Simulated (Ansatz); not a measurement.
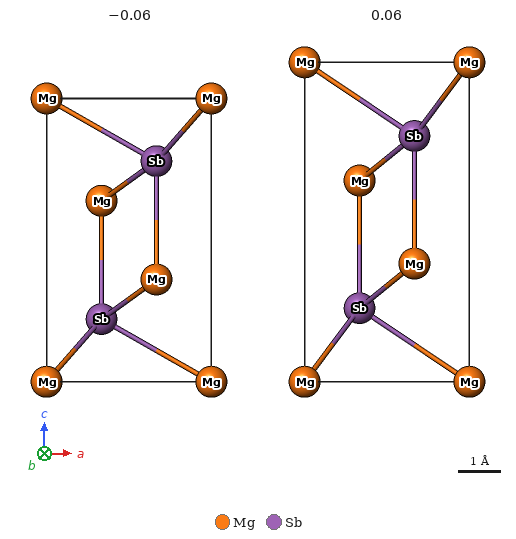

Solid Mg3Sb2 (set up in P-3m1), under strain along c alone (the other axes held, atoms relaxed), with energies (extrapolated to zero smearing) counted from the relaxed crystal, which is the row at zero. The picture shows the first and the last member. A ball-and-stick model of the cell of the calculation, seen along the b axis.

Computed with Ansatz 0.2.0: DFT PBE, scalar-relativistic, plane waves, PAW. Settings: plane-wave cutoff 420 eV; k-point mesh 12 × 12 × 6; occupations gaussian; smearing width 0.01 eV; no spin polarisation; atoms relaxed in a fixed cell; force threshold 0.008 eV/Å.

```tsv
strain	energy (meV/atom)	a (Å)	c (Å)
−0.06	24.62	4.594	6.838
−0.04	10.81	4.594	6.983
−0.02	?	?	?
0.0	0.00	4.594	7.274
0.02	2.45	4.594	7.420
0.04	9.51	4.594	7.565
0.06	20.70	4.594	7.711
```

Q: Estimate the missing row from the others, and compare with the calculation.

A: A parabola through three neighbouring rows (−0.06, −0.04, 0.0) gives, with Lagrange weights, (−0.3333)(24.62) + (1.0000)(10.81) + (0.3333)(0.00) = 2.60 meV/atom. The calculation gives 2.65 meV/atom (a = 4.594 Å, c = 7.129 Å). The estimate is 0.05 meV/atom too low. From the first member to the last: Mg–Sb 2.857 → 3.080 Å, Mg–Sb 3.053 → 3.192 Å, Mg–Sb 2.819 → 2.863 Å.

The whole series:

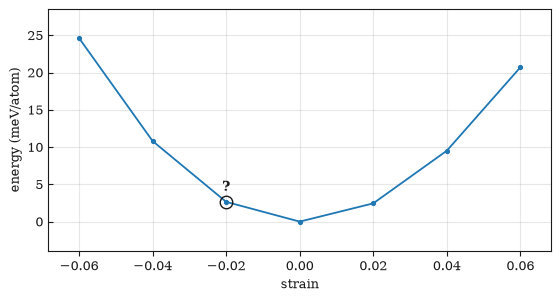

Each member starts from this one structure; whether another phase lies lower wasn't checked.
